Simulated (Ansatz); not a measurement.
**Geometry relaxation of HgTe (part 1 of 2)**

- system: HgTe (F-43m, 16 atoms in the cell)
- method: DFT PBEsol, scalar-relativistic, plane waves, PAW, no spin polarisation (Ansatz 0.2.0)

The structure derives from a Materials Project entry. It belongs to a series of runs on one base structure; here: 0 of 8 Te sites taken by S, cell and atoms relaxed.

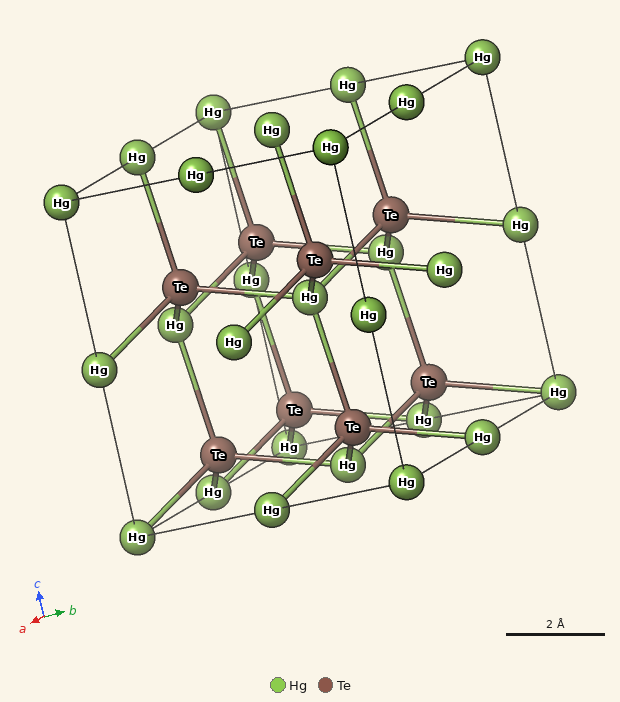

**Figure 1.** The structure as given in the input (ball-and-stick view of the cell of the calculation, seen slightly off an axis). An atom can appear more than once, as a periodic image. Near neighbours in the periodic cell (some may lie outside the picture): Hg has 4 Te at 2.82 Å; Te has 4 Hg at 2.82 Å.

### Key numbers

```csv
quantity,value
outcome,converged
space group (tolerance 0.01 Å),F-43m (216)
electrons treated,288
free energy,−164558.5236 eV
Fermi energy,8.300 eV
gap on the k-point mesh,none (metallic)
pressure,−0.04 GPa
final volume,552.11 Å³
largest force (length of the vector) at the end,under 0.001 eV/Å
final cell,"a = 9.208 Å, b = 9.208 Å, c = 9.208 Å, α = 60.00°, β = 60.00°, γ = 60.00°"
hardware,"2 threads of Arm Neoverse V1, 24 GiB of memory available, shared host"
wall time,4 min (CPU time 7.9 min)
peak memory,1.9 GiB
```

Spin–orbit coupling is left out, which matters for Hg.

### Input
```yaml
crystal:
  lattice:
    - [-6.5112794202, -6.5112794202, 0.0]
    - [0.0, -6.5112794202, 6.5112794202]
    - [-6.5112794202, 0.0, 6.5112794202]
  atoms:
    - { symbol: Hg, position: [0.0, 0.0, 0.5] }
    - { symbol: Hg, position: [0.5, 0.0, 0.5] }
    - { symbol: Hg, position: [0.0, 0.5, 0.5] }
    - { symbol: Hg, position: [0.5, 0.5, 0.5] }
    - { symbol: Hg, position: [0.0, 0.0, 0.0] }
    - { symbol: Hg, position: [0.5, 0.0, 0.0] }
    - { symbol: Hg, position: [0.0, 0.5, 0.0] }
    - { symbol: Hg, position: [0.5, 0.5, 0.0] }
    - { symbol: Te, position: [0.125, 0.125, 0.125] }
    - { symbol: Te, position: [0.625, 0.125, 0.125] }
    - { symbol: Te, position: [0.125, 0.625, 0.125] }
    - { symbol: Te, position: [0.625, 0.625, 0.125] }
    - { symbol: Te, position: [0.125, 0.125, 0.625] }
    - { symbol: Te, position: [0.625, 0.125, 0.625] }
    - { symbol: Te, position: [0.125, 0.625, 0.625] }
    - { symbol: Te, position: [0.625, 0.625, 0.625] }
basis:
  ecutwfc: 420
kpoints:
  mp_grid: { grid: [6, 6, 6] }
hamiltonian:
  xc: pbesol
scf:
  occupations: { method: gaussian, width: 0.1 }
output:
  forces: true
  stress: true
  eigenvalues: true
relax:
  adjacent_minimum: "off"
  f_tol: 0.015
  max_steps: 60
  cell: { stress_tol: 0.15 }
```

Launch command:
```bash
ansatz run input.yaml --threads 2 --pin off --max-ram 5120MiB --backend cpu --events-out ev --progress --plain --runs-dir out
```

### What the program printed
```
Engine: ansatz 0.2.0, aarch64-unknown-linux-gnu
Pseudopotentials: kind: paw
Pseudopotential: Hg, paw, valence charge 20, recommended cutoff 420 eV (normal), Hg.paw.azcp
Pseudopotential: Te, paw, valence charge 16, recommended cutoff 420 eV (normal), Te.paw.azcp
Functional definition: PBEsol
  exchange = pbesol_x
  correlation = pbesol_c
Crystal: 16 atoms, lattice volume = 552.114 Å³
Basis set: ecut = 420 eV, 10849 PW (Γ), exchange–correlation on 128×128×128 points (8 copies of the dense FFT grid, shifted against one another)
Bands: 173, of which v1, the nominal top of the filled ones, is band 144 counted from 1 (143 counted from 0)
Symmetry: 192 space group operations
Space group: F-43m (ITA 216), of the structure as read, at distance tolerance 8.2e-5 Å
k-points: 16 of 216 (time reversal used)
Non-local potential: Hg, projectors of the file, l = 0: 3, l = 1: 2, l = 2: 2, l = 3: 1
Non-local potential: Te, projectors of the file, l = 0: 2, l = 1: 2, l = 2: 2, l = 3: 2
PAW form: soft (Blöchl's): semilocal exchange-correlation on the pseudo side does not see the compensation charge
PAW frozen core: Hg, regenerated for the run's functional, and the local potential with it (the file was generated under x = pbe(κ = 0.804, μ = 0.2195149727645171), c = pbe(β = 0.06672455060314922))
PAW frozen core: Te, regenerated for the run's functional, and the local potential with it (the file was generated under x = pbe(κ = 0.804, μ = 0.2195149727645171), c = pbe(β = 0.06672455060314922))
PAW one-centre angular grid: Hg, 590 points (default); XC on 64 Gauss nodes
PAW one-centre angular grid: Te, 590 points (default); XC on 64 Gauss nodes
Initial density: superposition of atomic densities (neutral atoms: chi_scale 0, normalization atom), corrected by the library's trained network
Initial wavefunctions: pseudopotential atomic-orbital guess
Functional: x = pbesol(κ = 0.804, μ = 0.12345679012345678), c = pbesol(β = 0.046)
SCF iter   1: F=—  HF=-164558.535573 eV  |F-HF|=—  |Δ(HF+E_count)|=         —  Δρ=2.61e-3  dr2=5.93e-2  ethr=1.77e-3  ⟨swp⟩=6.4  Hψ=10406  notcnv=0  defer=60
preconditioner: auto → Resta (q_TF=auto, 2.448 Å⁻¹)  ε∞=4.5  [insulator: Δε(μ)=0.380 eV  Ē_g=10.151 eV  σ=0.100 eV  W_gap=0.81  n_scr=136 (ndim 8)  ℏωp=19.0 eV  f_vac=0.187  D(μ)=0.25/eV (n_scr^D=0)  ε∞_Penn≈4.5]
SCF iter   2: F=—  HF=-164558.523156 eV  |F-HF|=—  |Δ(HF+E_count)|=   1.24e-2  Δρ=1.40e-3  dr2=1.91e-2  ethr=2.06e-5  ⟨swp⟩=2.0  Hψ=4339  notcnv=0  defer=80
SCF iter   3: F=—  HF=-164558.522090 eV  |F-HF|=—  |Δ(HF+E_count)|=   1.07e-3  Δρ=3.13e-4  dr2=9.62e-4  ethr=6.62e-6  ⟨swp⟩=2.0  Hψ=3573  notcnv=0  defer=80
SCF iter   4: F=—  HF=-164558.522980 eV  |F-HF|=—  |Δ(HF+E_count)|=   8.91e-4  Δρ=1.28e-4  dr2=2.28e-4  ethr=3.34e-7  ⟨swp⟩=2.5  Hψ=3930  notcnv=0  defer=80
SCF iter   5: F=—  HF=-164558.523185 eV  |F-HF|=—  |Δ(HF+E_count)|=   2.05e-4  Δρ=5.32e-5  dr2=1.65e-5  ethr=7.93e-8  ⟨swp⟩=2.0  Hψ=3573  notcnv=0  defer=80
SCF iter   6: F=—  HF=-164558.523601 eV  |F-HF|=—  |Δ(HF+E_count)|=   4.16e-4  Δρ=1.47e-5  dr2=1.15e-6  ethr=5.72e-9  ⟨swp⟩=2.0  Hψ=4597  notcnv=0  defer=80
SCF iter   7: F=-164558.523602 eV  HF=-164558.523602 eV  |F-HF|=1.85e-7  |Δ(HF+E_count)|=   6.14e-7  Δρ=3.85e-6  dr2=7.71e-8  ethr=3.47e-11  ⟨swp⟩=10.7  Hψ=15557  notcnv=0
SCF 1 converged in 7 iterations: F = -164558.523602 eV  dr2 = 7.71e-8
  greatest PAW one-centre occupation: 1.000 electrons in one spin orbital (limit 2), on the Hg atom at site 7 (counted from 0), in its partial waves of l = 0
relax step   1: F+E_penalty+E_count = -164558.52360189 eV  Δ(F+E_penalty+E_count) = +0.000e0 eV  max|allowed force component| = 3.352e-17 eV/Å  Δτ_max = 0.0000 Å  P = -0.037 GPa  Ω = 552.114 Å³  (7 SCF iters, dr2 threshold 1.00e-7 eV, accepted)
Initial density: handed on by an earlier stage of this run
Initial wavefunctions: pseudopotential atomic-orbital guess (no wavefunctions were taken with the density)
iter 1 solved again at ethr=2.95e-7 eV; its pass at ethr=3.10e-3 eV (dr2=8.49e-4 eV) is discarded
SCF iter   1: F=—  HF=-164558.523201 eV  |F-HF|=—  |Δ(HF+E_count)|=         —  Δρ=4.20e-6  dr2=7.77e-8  ethr=2.95e-7  ⟨swp⟩=4.0  Hψ=17736  notcnv=0
eigensolver tolerance schedule: the retry pair's looser diagonalisation over-reported the residual by 10936.35 of it (diagonalisation noise at an unbounded share of the residual, at the tolerance the schedule requests for it); recorded, not acted on — ethr = c·dr2/N_el stays at c = 1.0e-1
preconditioner: auto → Resta (q_TF=auto, 2.448 Å⁻¹)  ε∞=4.5  [insulator: Δε(μ)=0.389 eV  Ē_g=10.159 eV  σ=0.100 eV  W_gap=0.82  n_scr=136 (ndim 8)  ℏωp=19.0 eV  f_vac=0.184  D(μ)=0.25/eV (n_scr^D=0)  ε∞_Penn≈4.5]
SCF iter   2: F=—  HF=-164558.523602 eV  |F-HF|=—  |Δ(HF+E_count)|=   4.00e-4  Δρ=2.41e-6  dr2=3.40e-8  ethr=2.70e-11  ⟨swp⟩=4.0  Hψ=6802  notcnv=0
SCF iter   3: F=—  HF=-164558.523602 eV  |F-HF|=—  |Δ(HF+E_count)|=   8.65e-8  Δρ=1.18e-6  dr2=7.74e-9  ethr=1.18e-11  ⟨swp⟩=2.0  Hψ=3921  notcnv=0
SCF iter   4: F=—  HF=-164558.523602 eV  |F-HF|=—  |Δ(HF+E_count)|=   2.28e-8  Δρ=4.63e-7  dr2=1.62e-9  ethr=2.69e-12  ⟨swp⟩=2.0  Hψ=3914  notcnv=0
SCF iter   5: F=-164558.523602 eV  HF=-164558.523602 eV  |F-HF|=8.73e-11  |Δ(HF+E_count)|=   2.71e-9  Δρ=1.88e-7  dr2=3.08e-10  ethr=1.00e-12  ⟨swp⟩=7.4  Hψ=9833  notcnv=0
SCF 2 converged in 5 iterations: F = -164558.523602 eV  dr2 = 3.08e-10
relax step   2: F+E_penalty+E_count = -164558.52360193 eV  Δ(F+E_penalty+E_count) = -4.316e-8 eV  max|allowed force component| = 3.281e-17 eV/Å  Δτ_max = 0.0000 Å  P = -0.036 GPa  Ω = 552.114 Å³  stress off target by 3.65e-2 GPa  SCF on the basis re-selected at this cell (its energy is not comparable with the rows above)  (5 SCF iters)
```

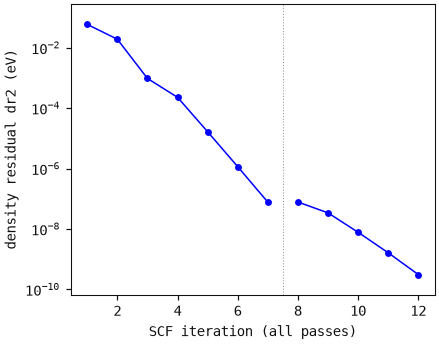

**Figure 2.** Convergence of the self-consistent field: density residual dr2 against the SCF iteration. The dotted lines part the SCF passes of the relaxation: geometry steps, rejected trials and re-solves on a re-selected basis. The passes take 7 and 5 iterations.

```
basis re-selected at this cell: Δ(F+E_penalty+E_count) = -4.316e-8 eV, ΔP = +0.000 GPa vs the last step (what re-selecting the basis moved, of the pressure what is left beyond the Pulay correction that the steps carried, after the strain that the cell walked since its last selection, with what the two solves' SCF thresholds leave and, on support functions, any second-order correction that the steps lacked; it is no measure of the basis error at this ecutwfc). This SCF's stress stands 3.65e-2 GPa from its target on what of the cell is left free (relax.cell.stress_tol is 1.50e-1 GPa) and its largest allowed force component is 3.28e-17 eV/Å (relax.f_tol is 1.50e-2 eV/Å): within both
SCF converged after 5 iterations
Free energy (F): -164558.523602 eV
Harris-Foulkes:  -164558.523602 eV  (|F-HF|=8.73e-11)
Internal energy: -164558.522349 eV  (E = F + TS)
E sigma→0 (E₀):  -164558.522976 eV
Entropy (-TS):   -0.001253 eV (-0.078 meV/atom)
Fermi energy:    8.300124 eV
--- Per-component energies (eV) ---
  E_band       = -6285.723541
  E_kinetic    = 6273.090910
  E_local      = -38847.031530  (includes V_loc(G=0)·N_el)
  E_nonlocal   = -1852.866510
  E_hartree    = 18825.481317
  E_xc         = -2734.750154
  E_vxc        = -2922.083568  (∫ρ·V_xc dr)
  E_paw        = -115082.228761  (= ΣΔE_a)
  E_vpaw       = -6587.804119  (= ΣTr[D̂ρ^β])
  E_aug_tail   = 0.005707  (compensation charges beyond the density's cutoff)
  E_ewald      = -31145.851061
  E_core_change = 5.627732  (= ΣΔE_core)
  E_smearing   = -0.001253  (= −TS)
  E_closure    = -0.000000  (closes the sum)
  Σ components = -164558.523602   (vs F -164558.523602, Δ=0.00e0)
--- Forces (eV/Å), atoms counted from 1 ---
  atom   1  Hg    -0.00000000    -0.00000000     0.00000000
  atom   2  Hg    -0.00000000    -0.00000000    -0.00000000
  atom   3  Hg    -0.00000000    -0.00000000     0.00000000
  atom   4  Hg    -0.00000000    -0.00000000     0.00000000
  atom   5  Hg    -0.00000000    -0.00000000     0.00000000
  atom   6  Hg    -0.00000000    -0.00000000    -0.00000000
  atom   7  Hg    -0.00000000    -0.00000000     0.00000000
  atom   8  Hg    -0.00000000    -0.00000000     0.00000000
  atom   9  Te     0.00000000     0.00000000     0.00000000
  atom  10  Te     0.00000000     0.00000000     0.00000000
  atom  11  Te     0.00000000     0.00000000    -0.00000000
  atom  12  Te     0.00000000     0.00000000     0.00000000
  atom  13  Te     0.00000000     0.00000000     0.00000000
  atom  14  Te     0.00000000     0.00000000     0.00000000
  atom  15  Te     0.00000000     0.00000000     0.00000000
  atom  16  Te     0.00000000     0.00000000     0.00000000
  max |Σ_I F_I| component: 3.12e-16 eV/Å
--- Stress (GPa, compression-positive) ---
       -0.036480       0.000000       0.000000
        0.000000      -0.036480      -0.000000
        0.000000      -0.000000      -0.036480
  P = ⅓ Tr σ = -0.0365 GPa (-0.365 kbar)
--- Band table (eV; the first three rows and the last of 16) ---
  k-point 0: bands = ["-106.6189", "-106.6189", "-106.6189", "-106.6189", "-106.6189", "-106.6189", "-106.6189", "-106.6189", "-55.0181", "-55.0181", "-55.0181", "-55.0181", "-55.0181", "-55.0181", "-55.0181", "-55.0181", "-55.0181", "-55.0181", "-55.0181", "-55.0181", "-55.0181", "-55.0180", "-55.0180", "-55.0180", "-55.0180", "-55.0180", "-55.0180", "-55.0180", "-55.0180", "-55.0180", "-55.0180", "-55.0180", "-28.3849", "-28.3849", "-28.3849", "-28.3844", "-28.3844", "-28.3844", "-28.3844", "-28.3841",
      "-28.3841", "-28.3841", "-28.3839", "-28.3839", "-28.3839", "-28.3839", "-28.3839", "-28.3839", "-28.3839", "-28.3839", "-28.3837", "-28.3837", "-28.3837", "-28.3837", "-28.3837", "-28.3837", "-28.3766", "-28.3766", "-28.3766", "-28.3765", "-28.3765", "-28.3764", "-28.3764", "-28.3764", "-28.3764", "-28.3764", "-28.3764", "-28.3764", "-28.3764", "-28.3761", "-28.3761", "-28.3761", "-3.6321", "-3.0822", "-3.0822", "-3.0822", "-3.0822", "-2.8898", "-2.8898", "-2.8898",
      "1.0226", "1.0226", "1.0226", "1.1411", "1.1411", "1.1411", "1.1411", "1.1411", "1.1411", "1.1411", "1.1411", "1.1969", "1.1969", "1.1969", "1.3498", "1.3498", "1.3498", "1.3498", "1.3498", "1.3498", "1.5319", "1.5319", "1.5518", "1.5518", "1.5518", "1.5518", "1.5518", "1.5518", "1.5518", "1.5518", "1.5916", "1.5916", "1.5916", "1.8200", "1.8200", "1.8200", "1.8200", "1.9565", "1.9565", "1.9565",
      "2.8563", "2.8563", "2.8563", "2.8563", "2.9009", "2.9009", "2.9009", "6.0398", "6.0398", "6.0398", "6.0398", "6.0398", "6.0398", "7.2858", "7.2858", "7.2858", "7.2858", "7.2858", "7.2858", "7.2858", "7.2858", "7.3859", "8.2359", "8.2359", "8.2359", "8.8806", "8.8806", "8.8806", "8.8806", "10.1006", "10.1006", "10.1006", "10.6838", "10.6838", "10.6838", "12.4759", "12.4759", "12.4759", "13.2627", "13.2627",
      "13.2627", "13.2627", "13.2627", "13.2627", "13.2627", "13.2627", "14.5486", "14.9413", "14.9413", "14.9413", "14.9413", "15.9357", "15.9357"]
```
